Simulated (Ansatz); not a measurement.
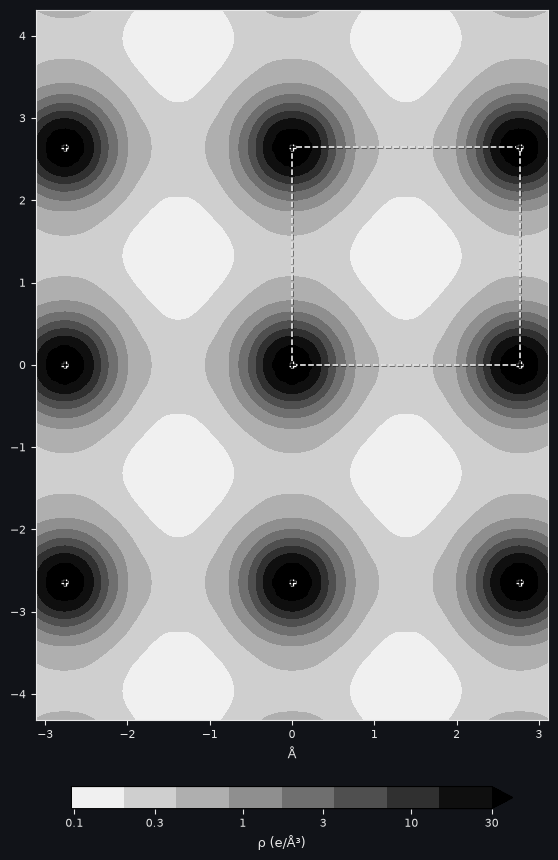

The valence charge density (pseudo) on a plane through atoms (crosses mark nuclei in the plane).

These are results of Ansatz 0.2.0, DFT PBEsol, scalar-relativistic, plane waves, PAW, not measurements.

Candidates:
A. Ge, a = 2.77 Å, b = 5.04 Å, c = 2.64 Å, α = 90.00°, β = 90.00°, γ = 90.00°. Space group Pmmn; a structure from a database of computed crystals, not necessarily the ambient phase.
B. Au, a = 2.87 Å, b = 2.87 Å, c = 10.58 Å, α = 90.00°, β = 90.00°, γ = 120.00°. Space group P-3m1; not relaxed (largest force 0.5 eV/Å); computed pressure about −5 GPa in this cell.
C. Zr₃Si₂, a = 7.07 Å, b = 7.07 Å, c = 3.64 Å, α = 90.00°, β = 90.00°, γ = 90.00°. Space group P42₁2; a structure from a database of computed crystals, not necessarily the ambient phase; not relaxed (largest force 0.5 eV/Å).

### Which candidate gave the map?

Candidate A: Ge on the (010) plane of the conventional cell, which holds Ge. Ge–Ge (2.64 Å): the density is about 0.38 e/Å³ at the midpoint. Ge–Ge (2.77 Å): ρ at the midpoint is about 0.32 e/Å³.
